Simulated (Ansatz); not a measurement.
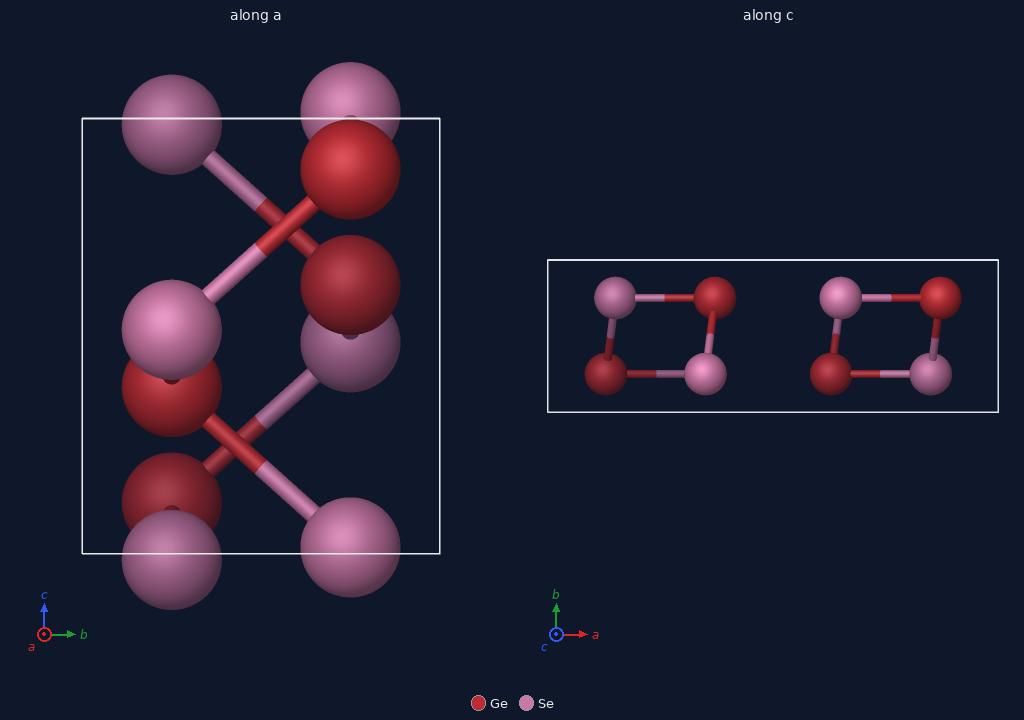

This ball-and-stick model is shown along the a axis and along the c axis. The conventional unit cell is drawn as a box.

GeSe, space group Pnma (No. 62), a = 11.24 Å, b = 3.79 Å, c = 4.62 Å, α = 90.00°, β = 90.00°, γ = 90.00°.

Method used: DFT, r2SCAN, plane waves, PAW (Ansatz). It ran with plane waves up to 500 eV, a 2×6×6 sampling of the Brillouin zone, no spin polarisation.

Question: Is it conducting or gapped at this level?

Answer: A semiconductor at this level, with a gap of 1.06 eV, direct.

Question: Give the pressure and its sign.

Answer: The computed pressure is 0.2 GPa (compressed: it would expand).

Provenance: a structure listed in the Materials Project. The cell was then strained or its atoms displaced on purpose. Ansatz was used for an electronic-structure calculation on it.
